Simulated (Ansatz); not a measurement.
System: CsBr, space group Pm-3m (No. 221).

Starting cell:
```xyz
2
Lattice="4.3256 0.0000 0.0000 0.0000 4.3256 0.0000 0.0000 0.0000 4.3256" Properties=species:S:1:pos:R:3 pbc="T T T"
Cs    0.0000    0.0000    0.0000
Br    2.1628    2.1628    2.1628
```

Calculation (Ansatz 0.2.0): all-electron LAPW DFT, no spin polarisation; energies at scaled volumes of the given cell, shape and fractions fixed, counted from the fit's minimum, third-order Birch-Murnaghan fit. Level: PBEsol.

k mesh 6×6×6; occupations Fermi–Dirac; smearing width 0.05 eV; potentials all electron LAPW, scalar relativistic; program settings basis error eV/atom 0.001.

Describe the result: the energy and pressure against volume. The volume takes the values 38.04, 38.85, 39.66, 40.47, 41.28, 42.09, 42.90 Å³/atom.

A third-order Birch–Murnaghan fit gives V0 = 38.18 Å³/atom, B0 = 15.9 GPa and B′ = 5.4. The energy rises from 0.02 meV/atom at volume 38.04 Å³/atom to 22.56 meV/atom at 42.90 Å³/atom. The pressure falls from 0.06 GPa at volume 38.04 Å³/atom to −1.35 GPa at 42.90 Å³/atom.

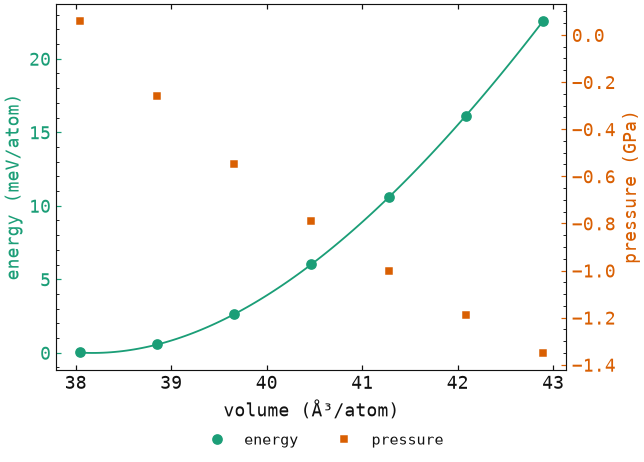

Note: the fit and the printed pressures don't fully agree, or the minimum lies near the end of the range.
